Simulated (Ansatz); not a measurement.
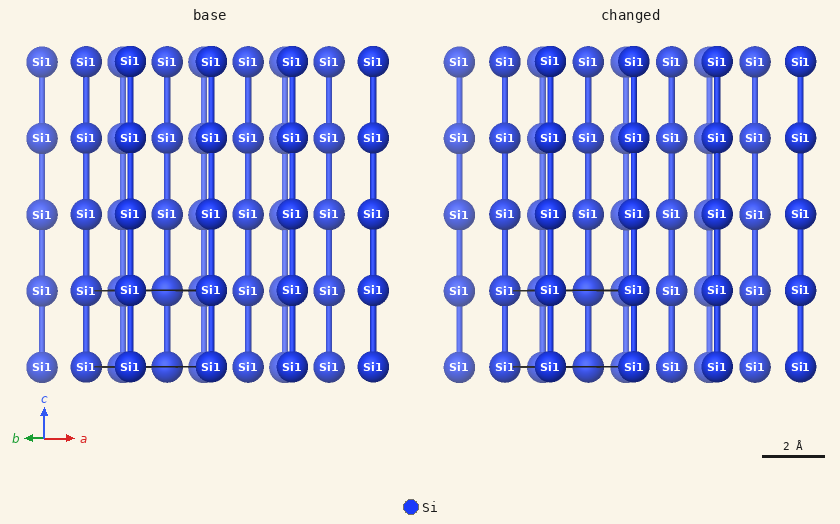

Left: a symmetric starting cell of Si. Right: the same structure after one change, at the same scale. Style: ball-and-stick. Shown: the cell of the calculation, repeated 3 × 2 × 4 with one cell outlined, from a free direction.

All numbers below come from DFT PBE, scalar-relativistic, plane waves, PAW (Ansatz). Settings: plane-wave cutoff 420 eV; k-point mesh 15 × 15 × 14; occupations gaussian; smearing width 0.1 eV; no spin polarisation.

### What distinguishes the right structure from the left one?

The cell is strained by 0.0 % along c and +3.0 % across it (volume +6.1 %), the atoms keeping their fractional coordinates. No relaxation follows. The starting cell wasn't computed here and needn't be at equilibrium, so pressure and forces aren't due to the change alone.

### How do the computed properties respond?

The space group stays P6/mmm (No. 191). The pressure is −2.8 GPa (not all of it need come from the change, since the unchanged cell can be under pressure at this level too). The principal stresses (compression positive) are 0.1 GPa along c and −4.2 GPa across it. All forces vanish by symmetry.
